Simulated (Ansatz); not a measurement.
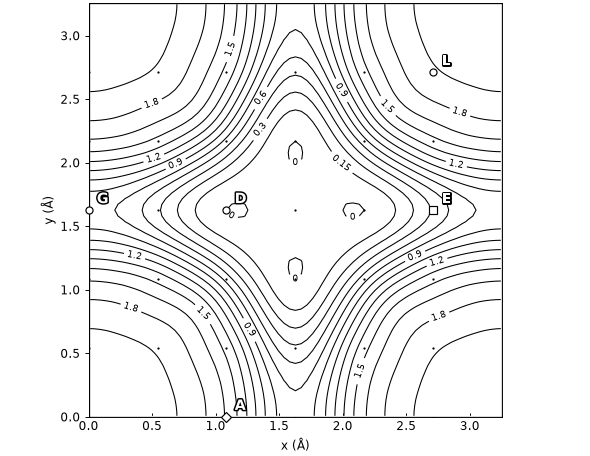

O on a Ti(100) slab cut from the Im-3m phase, its upper half relaxed before the scan (16 atoms of substrate and one adsorbate in a 2 × 2 cell). O is moved over the surface cell; relaxed at each place: the height of the adsorbate's atoms; substrate rigid; the origin of the map has the adsorbate above Ti13. Places are given modulo a cell vector. The map is drawn in real space over the plane of the surface. The scan uses a 6 × 6 grid; 10 points were computed and 26 follow by symmetry. Places are given in fractions of the 1 × 1 surface cell. Energies: eV, counted from the lowest grid point. The runs have no spin polarisation; a magnetic state may lie lower. Computed with DFT PBE, scalar-relativistic, plane waves, PAW (Ansatz 0.2.0). Settings: cutoff 420 eV, k-mesh 4×4×1, gaussian smearing 0.1 eV, no spin polarisation.

Drawn: contour lines labelled in eV, dots at the grid points, the outline of one cell of the plane, lettered points. Between grid points the surface is interpolated.

### Is G the lowest point of the computed grid?

No. G lies 0.79 eV above the lowest grid point, which is at (2/6, 3/6) of the cell vectors [nearest 3 Ti at 2.03 Å].

### What kind of point is each of D, G: minimum, saddle, maximum or slope?

D: minimum; G: saddle point. (In these two coordinates alone; a stationary point may lie a little off the grid point.)

### Rank the lettered points by energy, lowest first.

D (0.00 eV), E (0.48 eV), G (0.79 eV), A (1.63 eV), L (1.93 eV).

PAW datasets: the set soft_1.
